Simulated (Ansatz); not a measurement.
**Single-point calculation of LiNbO₃**

LiNbO₃ (R3c, 10 atoms in the cell), computed with DFT, PBE, plane waves, PAW, no spin polarisation (Ansatz 0.2.0).

The structure derives from an entry of the Crystallography Open Database. Some settings of this run were made unusual or wrong on purpose. Figures and captions count atoms from 1; the log counts them from 0 in places.

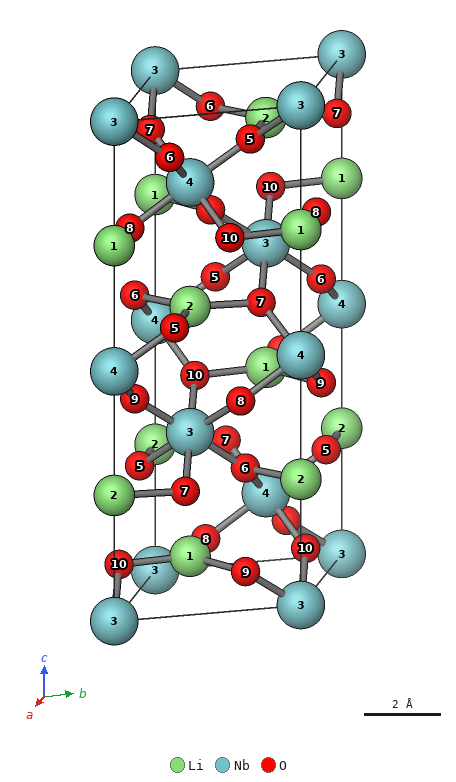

**Figure 1.** The structure as given in the input (ball-and-stick view of the cell 3 times as large as that of the calculation, set on its symmetry axes, seen slightly off an axis; atoms are numbered from 1 in the order of the input).

## Input
```yaml
crystal:
  lattice:
    - [2.6115578418, 1.507783623, 4.5982666595]
    - [-2.6115578418, 1.507783623, 4.5982666595]
    - [0.0, -3.0155672459, 4.5982666595]
  atoms:
    - { symbol: Li, position: [0.2476440398, 0.2476440398, 0.2476440398] }
    - { symbol: Li, position: [0.7476440398, 0.7476440398, 0.7476440398] }
    - { symbol: Nb, position: [-0.0006741601, -0.0006741601, -0.0006741601] }
    - { symbol: Nb, position: [0.4993258399, 0.4993258399, 0.4993258399] }
    - { symbol: O, position: [0.1320086926, 0.3712574562, 0.7516706681] }
    - { symbol: O, position: [0.7516706681, 0.1320086926, 0.3712574562] }
    - { symbol: O, position: [0.3712574562, 0.7516706681, 0.1320086926] }
    - { symbol: O, position: [0.8712574562, 0.6320086926, 0.2516706681] }
    - { symbol: O, position: [0.2516706681, 0.8712574562, 0.6320086926] }
    - { symbol: O, position: [0.6320086926, 0.2516706681, 0.8712574562] }
basis:
  ecutwfc: 420
kpoints:
  mp_grid: { grid: [6, 6, 6] }
hamiltonian:
  xc: pbe
scf:
  occupations: { method: gaussian, width: 0.05 }
  convergence: { dr2_threshold: 1.0e-16 }
  max_iter: 50
output:
  forces: true
  eigenvalues: true
  stress: true
```

Command:
```bash
ansatz run input.yaml --threads 2 --pin off --max-ram 5120MiB --backend cpu --events-out ev --progress --plain --runs-dir out
```

## Log
```
Engine: ansatz 0.2.0, x86_64-unknown-linux-gnu
Pseudopotentials: kind: paw
Pseudopotential: Li, paw, valence charge 3, recommended cutoff 420 eV (normal), Li.paw.azcp
Pseudopotential: Nb, paw, valence charge 13, recommended cutoff 420 eV (normal), Nb.paw.azcp
Pseudopotential: O, paw, valence charge 6, recommended cutoff 420 eV (normal), O.paw.azcp
Functional definition: PBE
  parameter kappa = 0.804
  parameter beta = 0.06672455060314922
  exchange = pbe_x(kappa = kappa, mu = beta*pi^2/3)
  correlation = pbe_c(beta = beta)
Crystal: 10 atoms, lattice volume = 108.639 Å³
Basis set: ecut = 420 eV, 2133 PW (Γ), exchange–correlation on 80×80×80 points (8 copies of the dense FFT grid, shifted against one another)
Bands: 44, of which v1, the nominal top of the filled ones, is band 34 counted from 1 (33 counted from 0)
Symmetry: 6 space group operations
Space group: R3c (ITA 161), of the structure as read, at distance tolerance 4.8e-5 Å
k-points: 32 of 216 (time reversal used)
Non-local potential: Li, projectors of the file, l = 0: 3, l = 1: 2, l = 2: 1
Non-local potential: Nb, projectors of the file, l = 0: 3, l = 1: 2, l = 2: 2, l = 3: 1
Non-local potential: O, projectors of the file, l = 0: 2, l = 1: 2, l = 2: 1
PAW form: soft (Blöchl's): semilocal exchange-correlation on the pseudo side does not see the compensation charge
PAW one-centre angular grid: Li, 110 points (default); XC on 64 Gauss nodes
PAW one-centre angular grid: Nb, 590 points (default); XC on 64 Gauss nodes
PAW one-centre angular grid: O, 110 points (default); XC on 64 Gauss nodes
Initial density: superposition of atomic densities (neutral atoms: chi_scale 0, normalization atom), corrected by the library's trained network
Initial wavefunctions: pseudopotential atomic-orbital guess
Functional: x = pbe(κ = 0.804, μ = 0.2195149727645171), c = pbe(β = 0.06672455060314922)
SCF iter   1: F=—  HF=-12929.187915 eV  |F-HF|=—  |Δ(HF+E_count)|=         —  Δρ=1.34e-3  dr2=6.87e-4  ethr=1.77e-3  ⟨swp⟩=6.3  Hψ=5743  notcnv=0  defer=4
preconditioner: auto → Resta (q_TF=auto, 2.523 Å⁻¹)  ε∞=5.7  [insulator: Δε(μ)=2.534 eV  Ē_g=11.425 eV  σ=0.050 eV  W_gap=1.00  n_scr=26 (ndim 8)  ℏωp=24.7 eV  f_vac=0.011  D(μ)=0.00/eV (n_scr^D=0)  ε∞_Penn≈5.7]
SCF iter   2: F=—  HF=-12929.188913 eV  |F-HF|=—  |Δ(HF+E_count)|=   9.99e-4  Δρ=7.35e-4  dr2=2.38e-4  ethr=1.01e-6  ⟨swp⟩=2.1  Hψ=2768  notcnv=0  defer=19
SCF iter   3: F=—  HF=-12929.189369 eV  |F-HF|=—  |Δ(HF+E_count)|=   4.56e-4  Δρ=1.38e-4  dr2=2.76e-5  ethr=3.50e-7  ⟨swp⟩=2.0  Hψ=2383  notcnv=0  defer=4
automatic band count: iteration 3 solves 43 bands in place of 44: the levels show a gap, and the empty bands left out lie too high to hold charge; the band table lists the bands solved (type scf.n_extra_bands for more)
SCF iter   4: F=—  HF=-12929.189364 eV  |F-HF|=—  |Δ(HF+E_count)|=   4.31e-6  Δρ=8.03e-5  dr2=4.96e-6  ethr=4.06e-8  ⟨swp⟩=2.7  Hψ=2262  notcnv=0  defer=4
SCF iter   5: F=—  HF=-12929.189367 eV  |F-HF|=—  |Δ(HF+E_count)|=   2.78e-6  Δρ=4.32e-5  dr2=2.11e-6  ethr=7.30e-9  ⟨swp⟩=2.0  Hψ=2059  notcnv=0  defer=4
SCF iter   6: F=—  HF=-12929.189368 eV  |F-HF|=—  |Δ(HF+E_count)|=   2.45e-7  Δρ=1.04e-5  dr2=1.18e-7  ethr=3.10e-9  ⟨swp⟩=2.1  Hψ=1666  notcnv=0  defer=4
SCF iter   7: F=—  HF=-12929.189368 eV  |F-HF|=—  |Δ(HF+E_count)|=   1.05e-7  Δρ=3.35e-6  dr2=1.10e-8  ethr=1.74e-10  ⟨swp⟩=2.0  Hψ=1774  notcnv=0  defer=4
SCF iter   8: F=—  HF=-12929.189368 eV  |F-HF|=—  |Δ(HF+E_count)|=   8.20e-9  Δρ=9.66e-7  dr2=1.20e-9  ethr=1.62e-11  ⟨swp⟩=2.0  Hψ=1785  notcnv=0  defer=4
SCF iter   9: F=—  HF=-12929.189368 eV  |F-HF|=—  |Δ(HF+E_count)|=  1.09e-11  Δρ=2.03e-7  dr2=6.39e-11  ethr=1.77e-12  ⟨swp⟩=2.1  Hψ=1757  notcnv=0  defer=4
SCF iter  10: F=—  HF=-12929.189368 eV  |F-HF|=—  |Δ(HF+E_count)|=  1.27e-11  Δρ=1.49e-8  dr2=3.07e-13  ethr=9.40e-14 (applied; sched 1.00e-12)  ⟨swp⟩=2.8  Hψ=2480  notcnv=0  defer=52
SCF iter  11: F=—  HF=-12929.189368 eV  |F-HF|=—  |Δ(HF+E_count)|=  1.82e-12  Δρ=4.17e-9  dr2=2.47e-14  ethr=4.51e-16 (applied; sched 1.00e-12)  ⟨swp⟩=2.0  Hψ=2306  notcnv=0  defer=81
SCF iter  12: F=—  HF=-12929.189368 eV  |F-HF|=—  |Δ(HF+E_count)|=    0.00e0  Δρ=1.12e-9  dr2=1.13e-15  ethr=3.63e-17 (applied; sched 1.00e-12)  ⟨swp⟩=2.0  Hψ=2317  notcnv=0  defer=81
SCF iter  13: F=-12929.189368 eV  HF=-12929.189368 eV  |F-HF|=1.82e-12  |Δ(HF+E_count)|=  5.46e-12  Δρ=1.77e-10  dr2=3.00e-17  ethr=1.00e-12  ⟨swp⟩=5.0  Hψ=3180  notcnv=0
SCF 1 converged in 13 iterations: F = -12929.189368 eV  dr2 = 3.00e-17
  greatest PAW one-centre occupation: 1.000 electrons in one spin orbital (limit 2), on the Li atom at site 1 (counted from 0), in its partial waves of l = 0
```

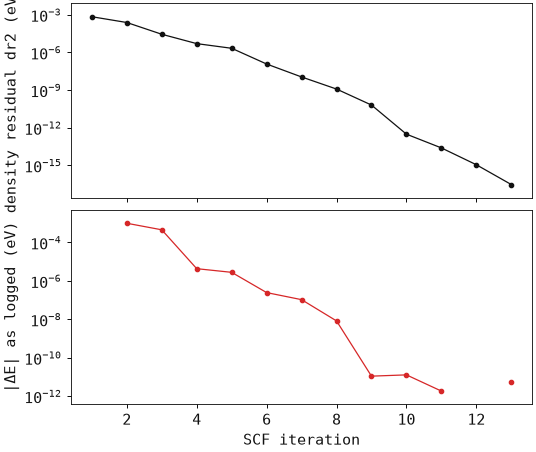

**Figure 2.** Convergence of the self-consistent field: density residual dr2 and size of the energy change against the SCF iteration. The residual falls at every step.

```
SCF converged after 13 iterations
Free energy (F): -12929.189368 eV
Harris-Foulkes:  -12929.189368 eV  (|F-HF|=1.82e-12)
Internal energy: -12929.189368 eV  (E = F + TS)
E sigma→0 (E₀):  -12929.189368 eV
Fermi energy:    8.424109 eV
--- Per-component energies (eV) ---
  E_band       = -539.501852
  E_kinetic    = 1882.503404
  E_local      = -4332.632986  (includes V_loc(G=0)·N_el)
  E_nonlocal   = 448.314695
  E_hartree    = 1466.226561
  E_xc         = -817.030690
  E_vxc        = -1020.424131  (∫ρ·V_xc dr)
  E_paw        = -7133.227611  (= ΣΔE_a)
  E_vpaw       = -449.730515  (= ΣTr[D̂ρ^β])
  E_aug_tail   = 0.014558  (compensation charges beyond the density's cutoff)
  E_ewald      = -4443.357300
  E_smearing   = -0.000000  (= −TS)
  E_closure    = -0.000000  (closes the sum)
  Σ components = -12929.189368   (vs F -12929.189368, Δ=0.00e0)
--- Forces (eV/Å), atoms counted from 1 ---
  atom   1  Li     0.00000000    -0.00000000    -0.03702170
  atom   2  Li    -0.00000000    -0.00000000    -0.03702170
  atom   3  Nb    -0.00000000    -0.00000000    -0.13944211
  atom   4  Nb     0.00000000    -0.00000000    -0.13944211
  atom   5  O     -0.00390204    -0.00117814     0.05882126
  atom   6  O      0.00297132    -0.00279020     0.05882126
  atom   7  O      0.00093073     0.00396833     0.05882126
  atom   8  O      0.00390204    -0.00117814     0.05882126
  atom   9  O     -0.00093073     0.00396833     0.05882126
  atom  10  O     -0.00297132    -0.00279020     0.05882126
  max |Σ_I F_I| component: 2.95e-8 eV/Å
--- Stress (GPa, compression-positive) ---
        0.040470       0.000000       0.000000
       -0.000000       0.040470       0.000000
        0.000000       0.000000       0.089050
  P = ⅓ Tr σ = 0.0567 GPa (0.567 kbar)
--- Band table (eV; the first three rows and the last of 32) ---
  k-point 0: bands = ["-47.3174", "-47.3038", "-35.7496", "-35.7479", "-23.5456", "-23.5456", "-23.5253", "-23.3870", "-23.3870", "-23.3448", "-9.8565", "-9.3300", "-9.3300", "-8.1544", "-8.1445", "-8.1445", "2.3367", "2.3367", "2.7019", "2.8403", "2.8403", "3.7358", "4.9285", "4.9285", "5.4901", "5.8417", "6.4056", "6.6667", "6.6667", "6.8960", "6.8960", "6.9714", "6.9714", "7.0759", "9.7330", "9.7330", "9.9069", "11.7906", "11.7906", "12.7286", "14.1580", "14.4766", "14.4766"]
  k-point 1: bands = ["-47.3165", "-47.3047", "-35.7495", "-35.7480", "-23.5360", "-23.5355", "-23.5136", "-23.3985", "-23.3981", "-23.3573", "-9.7524", "-9.2633", "-9.2596", "-8.2695", "-8.2400", "-8.2356", "2.5243", "2.5509", "2.8745", "2.9549", "2.9738", "3.7537", "4.7475", "4.8723", "5.2508", "5.7191", "6.1667", "6.3144", "6.5126", "6.7320", "6.8050", "6.8654", "7.0250", "7.0968", "9.9873", "10.0478", "10.1979", "11.8902", "11.8968", "12.5259", "14.4250", "14.5116", "14.5383"]
  k-point 2: bands = ["-47.3140", "-47.3072", "-35.7492", "-35.7483", "-23.5090", "-23.5074", "-23.4814", "-23.4295", "-23.4281", "-23.3911", "-9.4631", "-9.0817", "-9.0635", "-8.5913", "-8.4707", "-8.4694", "3.0168", "3.0397", "3.2632", "3.3631", "3.4561", "3.8550", "4.3183", "4.5780", "4.6287", "5.2518", "5.3673", "5.4793", "6.4370", "6.7405", "6.7971", "6.8026", "7.0278", "7.0436", "10.5966", "10.6349", "10.8308", "11.8070", "11.8327", "12.0404", "14.6818", "14.9423", "15.3375"]
  k-point 31: bands = ["-47.3106", "-47.3106", "-35.7488", "-35.7488", "-23.4677", "-23.4677", "-23.4677", "-23.4677", "-23.4382", "-23.4382", "-9.0616", "-9.0616", "-8.7736", "-8.7736", "-8.7736", "-8.7736", "3.5257", "3.5257", "3.5257", "3.5257", "3.9878", "3.9878", "4.3380", "4.3380", "4.3380", "4.3380", "4.7818", "4.7818", "6.5648", "6.5648", "6.8605", "6.8605", "6.8605", "6.8605", "11.3138", "11.3138", "11.5688", "11.5688", "11.5688", "11.5688", "15.7121", "15.7121", "15.7121"]
```

## Outcome

| quantity | value |
| --- | --- |
| outcome | converged |
| space group (tolerance 0.01 Å) | R3c (161) |
| electrons treated | 68 |
| free energy | −12929.1894 eV |
| Fermi energy | 8.424 eV |
| gap on the k-point mesh | 2.53 eV |
| pressure | 0.06 GPa |
| largest force (length of the vector) | 0.139 eV/Å |
| hardware | 2 threads of AMD EPYC (Zen 3), 32 GiB of memory available, shared host |
| wall time | 13 s (CPU time 25 s) |
| peak memory | 0.46 GiB |

This input holds a deliberate fault: an extremely tight threshold (`scf.convergence.dr2_threshold`). The threshold was met all the same, at the cost of more iterations.
